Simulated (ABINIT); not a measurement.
CsPbBr3: optical-spectrum calculation (part 2 of 2)

Continued. System: CsPbBr3 (Pm-3m, 5 atoms in the cell). Method: Kohn-Sham DFT of a periodic cell, LDA, PseudoDojo NC SR LDA v0.4.1 standard, no spin polarisation (ABINIT 10.8.3); cutoff 707.5 eV, 6×6×6 k-mesh, fixed occupations. The structure derives from an entry of the Crystallography Open Database.

### Log, continued
```
 Mean square residual over all n,k,spin=   12.995E-19; max=  23.087E-18
 reduced coordinates (array xred) for    5 atoms
       0.500000000000      0.500000000000      0.500000000000
       0.000000000000      0.000000000000      0.000000000000
       0.500000000000      0.500000000000      0.000000000000
       0.500000000000      0.000000000000      0.500000000000
       0.000000000000      0.500000000000      0.500000000000
 rms dE/dt=  0.0000E+00; max dE/dt=  0.0000E+00; dE/dt below (all hartree)
    1       0.000000000000      0.000000000000      0.000000000000
    2       0.000000000000      0.000000000000      0.000000000000
    3       0.000000000000      0.000000000000      0.000000000000
    4       0.000000000000      0.000000000000      0.000000000000
    5       0.000000000000      0.000000000000      0.000000000000

 cartesian coordinates (angstrom) at end:
    1      2.93499999802123     2.93499999802123     2.93499999802123
    2      0.00000000000000     0.00000000000000     0.00000000000000
    3      2.93499999802123     2.93499999802123     0.00000000000000
    4      2.93499999802123     0.00000000000000     2.93499999802123
    5      0.00000000000000     2.93499999802123     2.93499999802123

 cartesian forces (hartree/bohr) at end:
    1     -0.00000000000000    -0.00000000000000    -0.00000000000000
    2     -0.00000000000000    -0.00000000000000    -0.00000000000000
    3     -0.00000000000000    -0.00000000000000    -0.00000000000000
    4     -0.00000000000000    -0.00000000000000    -0.00000000000000
    5     -0.00000000000000    -0.00000000000000    -0.00000000000000
 frms,max,avg= 0.0000000E+00 0.0000000E+00   0.000E+00  0.000E+00  0.000E+00 h/b

 cartesian forces (eV/Angstrom) at end:
    1     -0.00000000000000    -0.00000000000000    -0.00000000000000
    2     -0.00000000000000    -0.00000000000000    -0.00000000000000
    3     -0.00000000000000    -0.00000000000000    -0.00000000000000
    4     -0.00000000000000    -0.00000000000000    -0.00000000000000
    5     -0.00000000000000    -0.00000000000000    -0.00000000000000
 frms,max,avg= 0.0000000E+00 0.0000000E+00   0.000E+00  0.000E+00  0.000E+00 e/A
 length scales= 11.092692351600 11.092692351600 11.092692351600 bohr
              =  5.869999996042  5.869999996042  5.869999996042 angstroms
 Fermi (or HOMO) energy (hartree) =   0.04085   Average Vxc (hartree)=  -0.30353
 Eigenvalues (hartree) for nkpt=  10  k points:
 kpt#   1, nband= 22, wtk=  0.03704, kpt=  0.0833  0.0833  0.0833 (reduced coord)
  -0.72756   -0.55584   -0.55584   -0.54945   -0.54945   -0.54945   -0.48477   -0.45928
  -0.45928   -0.23957   -0.23957   -0.23934   -0.20918   -0.09656   -0.09656   -0.09127
  -0.02006   -0.02006   -0.01674   -0.01596   -0.01334   -0.01334
 prteigrs : prtvol=0 or 1, do not print more k-points.

--- !EnergyTerms
iteration_state     : {dtset: 1, }
comment             : Components of total free energy in Hartree
kinetic             :  5.27752695609486E+01
hartree             :  3.34676865730839E+01
xc                  : -4.21139185542215E+01
Ewald energy        : -8.35218629308700E+01
psp_core            :  3.11251952947648E+00
local_psp           : -1.00988597540588E+02
non_local_psp       : -4.00482322262002E+00
total_energy        : -1.41273726584790E+02
total_energy_eV     : -3.84425394050784E+03
band_energy         : -1.22916335802171E+01
...

 Cartesian components of stress tensor (hartree/bohr^3)
  sigma(1 1)=  4.06868693E-05  sigma(3 2)=  0.00000000E+00
  sigma(2 2)=  4.06868693E-05  sigma(3 1)=  0.00000000E+00
  sigma(3 3)=  4.06868693E-05  sigma(2 1)=  0.00000000E+00

-Cartesian components of stress tensor (GPa)         [Pressure= -1.1970E+00 GPa]
- sigma(1 1)=  1.19704902E+00  sigma(3 2)=  0.00000000E+00
- sigma(2 2)=  1.19704902E+00  sigma(3 1)=  0.00000000E+00
- sigma(3 3)=  1.19704902E+00  sigma(2 1)=  0.00000000E+00

================================================================================
== DATASET  2 ==================================================================

--- !DatasetInfo
iteration_state: {dtset: 2, }
dimensions: {natom: 5, nkpt: 10, mband: 34, nsppol: 1, nspinor: 1, nspden: 1, mpw: 8655, }
cutoff_energies: {ecut:  26.0, pawecutdg:  -1.0, }
electrons: {nelect:   4.40000000E+01, charge:   0.00000000E+00, occopt:   1.00000000E+00, tsmear:   1.00000000E-02, }
meta: {optdriver: 0, ionmov: 0, optcell: 0, iscf: -2, paral_kgb: 0, }
...

 mkfilename : getden/=0, take file _DEN from output of DATASET   1.

 Exchange-correlation functional for the present dataset will be:
  LDA: Perdew-Wang 92 LSD fit to Ceperley-Alder data - ixc=7
  J.P.Perdew and Y.Wang, PRB 45, 13244 (1992)

 Real(R)+Recip(G) space primitive vectors, cartesian coordinates (Bohr,Bohr^-1):
 R(1)= 11.0926924  0.0000000  0.0000000  G(1)=  0.0901494  0.0000000  0.0000000
 R(2)=  0.0000000 11.0926924  0.0000000  G(2)=  0.0000000  0.0901494  0.0000000
 R(3)=  0.0000000  0.0000000 11.0926924  G(3)=  0.0000000  0.0000000  0.0901494
 Unit cell volume ucvol=  1.3649317E+03 bohr^3
 Angles (23,13,12)=  9.00000000E+01  9.00000000E+01  9.00000000E+01 degrees

 getcut: wavevector=  0.0000  0.0000  0.0000  ngfft=  54  54  54
         ecut(hartree)=     26.000   => boxcut(ratio)=   2.12083
--------------------------------------------------------------------------------

================================================================================
 Non-SCF case, kpt    1 (  0.08333  0.08333  0.08333), residuals and eigenvalues=
  5.82E-13  9.72E-13  3.57E-13  6.43E-13  6.62E-13  9.19E-13  5.38E-13  6.38E-13
  5.67E-13  4.64E-13  3.87E-13  4.91E-13  4.33E-13  7.43E-13  6.05E-13  8.67E-13
  4.32E-13  5.98E-13  7.78E-13  7.63E-13  8.02E-13  3.66E-13  6.51E-13  1.00E-12
  8.07E-13  8.70E-13  5.31E-13  7.32E-13  9.44E-13  5.34E-13  1.29E-12  1.32E-10
  9.24E-11  3.70E-10
 -7.2756E-01 -5.5584E-01 -5.5584E-01 -5.4945E-01 -5.4945E-01 -5.4945E-01
 -4.8477E-01 -4.5928E-01 -4.5928E-01 -2.3957E-01 -2.3957E-01 -2.3934E-01
 -2.0918E-01 -9.6556E-02 -9.6556E-02 -9.1273E-02 -2.0057E-02 -2.0057E-02
 -1.6742E-02 -1.5960E-02 -1.3343E-02 -1.3343E-02  1.6642E-01  2.0824E-01
  2.0824E-01  2.3581E-01  2.3719E-01  2.3719E-01  2.6486E-01  2.6486E-01
  2.7010E-01  3.3157E-01  3.4228E-01  3.4228E-01
 prteigrs : prtvol=0 or 1, do not print more k-points.

--- !ResultsGS
iteration_state: {dtset: 2, }
comment   : Summary of ground state results
lattice_vectors:
- [ 11.0926924,   0.0000000,   0.0000000, ]
- [  0.0000000,  11.0926924,   0.0000000, ]
- [  0.0000000,   0.0000000,  11.0926924, ]
lattice_lengths: [  11.09269,   11.09269,   11.09269, ]
lattice_angles: [ 90.000,  90.000,  90.000, ] # degrees, (23, 13, 12)
lattice_volume:   1.3649317E+03
convergence: {deltae:  0.000E+00, res2:  0.000E+00, residm:  9.996E-13, diffor:  0.000E+00, }
etotal    :  -1.41273727E+02
entropy   :   0.00000000E+00
fermie    :   4.08492447E-02
cartesian_stress_tensor: null
pressure_GPa: null
xred      :
- [  5.0000E-01,   5.0000E-01,   5.0000E-01, Pb]
- [  0.0000E+00,   0.0000E+00,   0.0000E+00, Cs]
- [  5.0000E-01,   5.0000E-01,   0.0000E+00, Br]
- [  5.0000E-01,   0.0000E+00,   5.0000E-01, Br]
- [  0.0000E+00,   5.0000E-01,   5.0000E-01, Br]
cartesian_forces: null
force_length_stats: {min: null, max: null, mean: null, }
...

 Integrated electronic density in atomic spheres:
 ------------------------------------------------
 Atom  Sphere_radius  Integrated_density
    1        2.00000         10.07270213
    2        2.00000          4.49358599
    3        2.00000          4.23077693
    4        2.00000          4.23077693
    5        2.00000          4.23077693
================================================================================

 ----iterations are completed or convergence reached----

 Mean square residual over all n,k,spin=   68.023E-14; max=  99.961E-14
 reduced coordinates (array xred) for    5 atoms
       0.500000000000      0.500000000000      0.500000000000
       0.000000000000      0.000000000000      0.000000000000
       0.500000000000      0.500000000000      0.000000000000
       0.500000000000      0.000000000000      0.500000000000
       0.000000000000      0.500000000000      0.500000000000

 cartesian coordinates (angstrom) at end:
    1      2.93499999802123     2.93499999802123     2.93499999802123
    2      0.00000000000000     0.00000000000000     0.00000000000000
    3      2.93499999802123     2.93499999802123     0.00000000000000
    4      2.93499999802123     0.00000000000000     2.93499999802123
    5      0.00000000000000     2.93499999802123     2.93499999802123
 length scales= 11.092692351600 11.092692351600 11.092692351600 bohr
              =  5.869999996042  5.869999996042  5.869999996042 angstroms
 Eigenvalues (hartree) for nkpt=  10  k points:
 kpt#   1, nband= 34, wtk=  0.03704, kpt=  0.0833  0.0833  0.0833 (reduced coord)
  -0.72756   -0.55584   -0.55584   -0.54945   -0.54945   -0.54945   -0.48477   -0.45928
  -0.45928   -0.23957   -0.23957   -0.23934   -0.20918   -0.09656   -0.09656   -0.09127
  -0.02006   -0.02006   -0.01674   -0.01596   -0.01334   -0.01334    0.16642    0.20824
   0.20824    0.23581    0.23719    0.23719    0.26486    0.26486    0.27010    0.33157
   0.34228    0.34228
 prteigrs : prtvol=0 or 1, do not print more k-points.

================================================================================
== DATASET  3 ==================================================================

--- !DatasetInfo
iteration_state: {dtset: 3, }
dimensions: {natom: 5, nkpt: 10, mband: 30, nsppol: 1, nspinor: 1, nspden: 1, mpw: 8655, }
cutoff_energies: {ecut:  26.0, pawecutdg:  -1.0, }
electrons: {nelect:   4.40000000E+01, charge:   0.00000000E+00, occopt:   1.00000000E+00, tsmear:   1.00000000E-02, }
meta: {optdriver: 8, wfk_task: 7, }
...

 mkfilename : getwfk/=0, take file _WFK from output of DATASET   2.

 Exchange-correlation functional for the present dataset will be:
  LDA: Perdew-Wang 92 LSD fit to Ceperley-Alder data - ixc=7
  J.P.Perdew and Y.Wang, PRB 45, 13244 (1992)

--------------------------------------------------------------------------------

 Computation of velocity matrix elements (DDK)

 Parameters extracted from the Abinit header:
    ecut:     26.0
    nkpt:    216
    mband:   34
    nsppol:  1
    nspinor: 1
    useylm:  0
    inclvkb: 2
    bmin: 1, bmax: 34
    Computing diagonal and off-diagonal matrix elements
    Between band index bmin: 1, bmax: 34

== END DATASET(S) ==============================================================
================================================================================

 -outvars: echo values of variables after computation  --------
            acell      1.1092692352E+01  1.1092692352E+01  1.1092692352E+01 Bohr
           etotal1    -1.4127372658E+02
           etotal3     0.0000000000E+00
            fcart1    -0.0000000000E+00 -0.0000000000E+00 -0.0000000000E+00
                      -0.0000000000E+00 -0.0000000000E+00 -0.0000000000E+00
                      -0.0000000000E+00 -0.0000000000E+00 -0.0000000000E+00
                      -0.0000000000E+00 -0.0000000000E+00 -0.0000000000E+00
                      -0.0000000000E+00 -0.0000000000E+00 -0.0000000000E+00
            fcart3     0.0000000000E+00  0.0000000000E+00  0.0000000000E+00
                       0.0000000000E+00  0.0000000000E+00  0.0000000000E+00
                       0.0000000000E+00  0.0000000000E+00  0.0000000000E+00
                       0.0000000000E+00  0.0000000000E+00  0.0000000000E+00
                       0.0000000000E+00  0.0000000000E+00  0.0000000000E+00
           strten1     4.0686869336E-05  4.0686869336E-05  4.0686869336E-05
                       0.0000000000E+00  0.0000000000E+00  0.0000000000E+00
           strten3     0.0000000000E+00  0.0000000000E+00  0.0000000000E+00
                       0.0000000000E+00  0.0000000000E+00  0.0000000000E+00
           xangst      2.9349999980E+00  2.9349999980E+00  2.9349999980E+00
                       0.0000000000E+00  0.0000000000E+00  0.0000000000E+00
                       2.9349999980E+00  2.9349999980E+00  0.0000000000E+00
                       2.9349999980E+00  0.0000000000E+00  2.9349999980E+00
                       0.0000000000E+00  2.9349999980E+00  2.9349999980E+00
             xred      5.0000000000E-01  5.0000000000E-01  5.0000000000E-01
                       0.0000000000E+00  0.0000000000E+00  0.0000000000E+00
                       5.0000000000E-01  5.0000000000E-01  0.0000000000E+00
                       5.0000000000E-01  0.0000000000E+00  5.0000000000E-01
                       0.0000000000E+00  5.0000000000E-01  5.0000000000E-01
 Calculation completed.
```

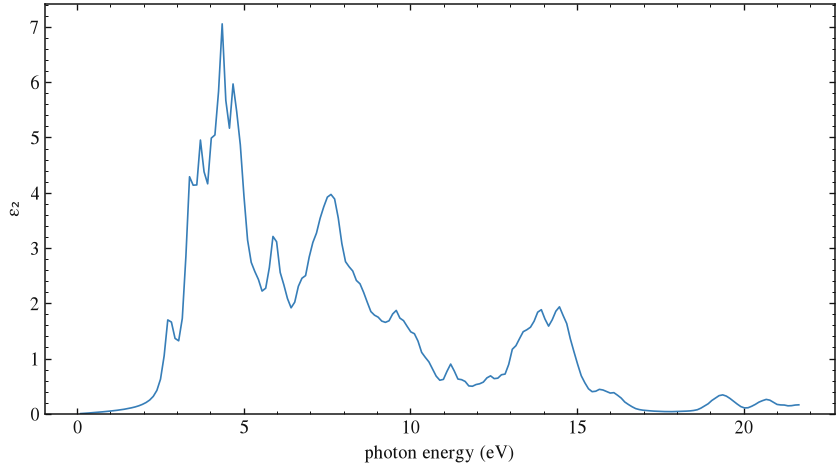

Figure 1. Imaginary part of the dielectric function (first component that the program prints). The highest peak, 7.1, lies at 4.35 eV.

The run was set up as follows.

### Input
```
# Datasets
ndtset 3

# Pseudopotentials
pp_dirpath "./"
pseudos "Pb.upf, Cs.upf, Br.upf"

# Structure
acell 11.0926923516 11.0926923516 11.0926923516
rprim
     1.0000000000     0.0000000000     0.0000000000
     0.0000000000     1.0000000000     0.0000000000
     0.0000000000     0.0000000000     1.0000000000
ntypat 3
znucl 82 55 35
natom 5
typat 1 2 3 3 3
xred
            1/2            1/2            1/2
            0.0            0.0            0.0
            1/2            1/2            0.0
            1/2            0.0            1/2
            0.0            1/2            1/2

# Plane-wave basis
ecut 26.0

# k points
ngkpt 6 6 6
nshiftk 1
shiftk 0.5 0.5 0.5
istwfk *1

# Exchange and correlation
ixc 7

# Bands and occupations
occopt 1

# SCF cycle
nstep 80
diemac 6.0

# Output
iomode 3
prteig 0
prtebands 0

# Dataset 1: ground state
nband1 22
tolvrs1 1.0e-12
prtden1 1
prtwf1 0
kptopt1 1

# Dataset 2: empty bands at fixed density
iscf2 -2
getden2 1
nband2 34
nbdbuf2 4
tolwfr2 1.0e-12
nstep2 120
prtden2 0
kptopt2 1

# Dataset 3: wave functions and velocity matrix elements in the full zone
optdriver3 8
wfk_task3 "wfk_optics_fullbz"
getwfk3 2
nband3 30
kptopt3 1
prtevk3 1
inclvkb3 2
```

### File optic.abi
```
&FILES
 ddkfile_1 = 'runo_DS3_1_EVK.nc',
 ddkfile_2 = 'runo_DS3_2_EVK.nc',
 ddkfile_3 = 'runo_DS3_3_EVK.nc',
 wfkfile = 'runo_DS3_WFK.nc'
/
&PARAMETERS
 broadening = 0.005512,
 domega = 0.002,
 maxomega = 0.8,
 scissor = 0.018375,
 tolerance = 0.002
/
&COMPUTATIONS
 num_lin_comp = 1,
 lin_comp = 11,
 num_nonlin_comp = 0
/
```

Launched with:
```bash
abinit run.abi > log 2>&1
optic optic.abi > optic.log 2>&1
```

### Key numbers

- outcome: converged
- space group (tolerance 0.01 Å): Pm-3m (221)
- electrons treated: 44
- free energy: −3844.2539 eV
- Fermi energy: 1.112 eV
- pressure: −1.20 GPa
- largest force (length of the vector): under 0.001 eV/Å
- hardware: 1 thread of AMD EPYC (Zen 5), 32 GiB of memory available, shared host
- wall time: 3.5 min
- peak memory: 1.1 GiB

### Notes

Spin–orbit coupling is left out, which matters for Pb.
